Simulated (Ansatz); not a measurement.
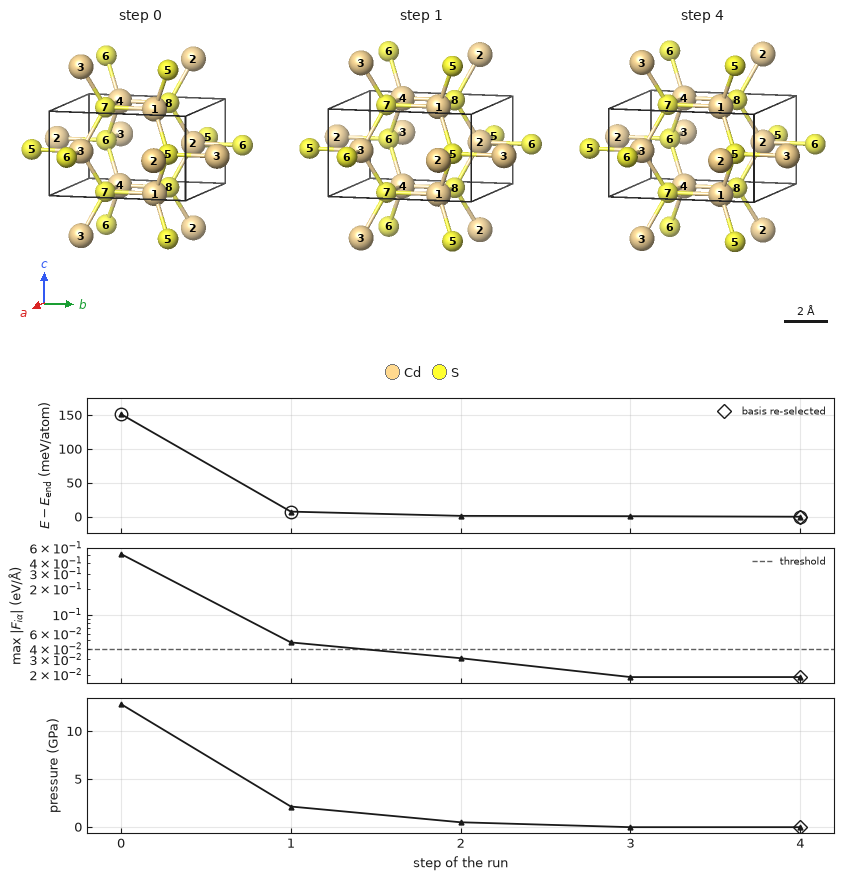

Frames of a relaxation of crystalline CdS (a generated structure, set up in P4_2/mnm) (coarse preliminary run), marked on the history of the run. Style: ball-and-stick. Shown: the cell of the calculation, slightly off an axis.

All numbers below come from DFT PBE, scalar-relativistic, plane waves, PAW (Ansatz 0.2.0).

Input file:
```yaml
crystal:
  lattice:
    - [6.74604279, 0.0, 0.0]
    - [0.0, 6.74604279, 0.0]
    - [0.0, 0.0, 4.0488215]
  atoms:
    - { symbol: Cd, position: [0.68049857, 0.68049857, 0.0] }
    - { symbol: Cd, position: [0.18049857, 0.81950143, 0.5] }
    - { symbol: Cd, position: [0.81950143, 0.18049857, 0.5] }
    - { symbol: Cd, position: [0.31950143, 0.31950143, 0.0] }
    - { symbol: S, position: [0.81950143, 0.81950143, 0.5] }
    - { symbol: S, position: [0.18049857, 0.18049857, 0.5] }
    - { symbol: S, position: [0.68049857, 0.31950143, 0.0] }
    - { symbol: S, position: [0.31950143, 0.68049857, 0.0] }
basis:
  ecutwfc: 420
kpoints:
  mp_grid: { grid: [4, 4, 4] }
hamiltonian:
  xc: pbe
scf:
  occupations: { method: gaussian, width: 0.1 }
  lower_state_search: "off"
output:
  forces: true
  stress: true
  eigenvalues: true
relax:
  adjacent_minimum: "off"
  f_tol: 0.04
  max_steps: 70
  cell: { stress_tol: 0.4 }
```

Run as
```bash
ansatz run input.yaml --threads 1 --pin off --max-ram 2560MiB --backend cpu --events-out ev --progress --plain --runs-dir out
```

Describe the path.

Answer. The largest moves relative to the cell, 0.030 Å, are those of S5, S6, S7 and S8. S5 goes along [−1 −1 0]. By element the largest moves are S 0.030 Å, Cd 0.026 Å. The drawn cell changes as follows: a = b 6.746 → 7.204 Å (+6.8 %), c 4.049 → 4.219 Å (+4.2 %); the volume changes by +18.8 %. Some distances before and after: Cd1–S7 2.435 → 2.604 Å, Cd1–S5 2.420 → 2.539 Å. The space group stays P4_2/mnm (No. 136). After 3 accepted moves (4 points after the start) the energy has fallen by 151 meV per atom. The largest force component goes from 0.51 to 0.019 eV/Å. Pressure: 12.82 GPa at the start and −0.03 GPa at the end. The SCF was repeated once at an unchanged geometry on a basis and grid sized afresh for the cell, which shifted the energy by 0.8 meV per atom at most. From step 0 to 1: S atoms move most (0.04 Å), volume +14.1 %, energy −144 meV per atom. From step 1 to 4: volume +4.1 %, energy −7.5 meV per atom.

```tsv
step	E − E(0), meV/atom	largest force component, eV/Å	pressure, GPa	volume, Å³/atom	note
0	0.00	0.5089	12.82	23.032	
1	-143.76	0.0474	2.13	26.286	
2	-150.03	0.0310	0.48	27.087	
3	-150.51	0.0187	-0.03	27.371	
4	-151.28	0.0187	-0.03	27.371	same geometry, new basis
```
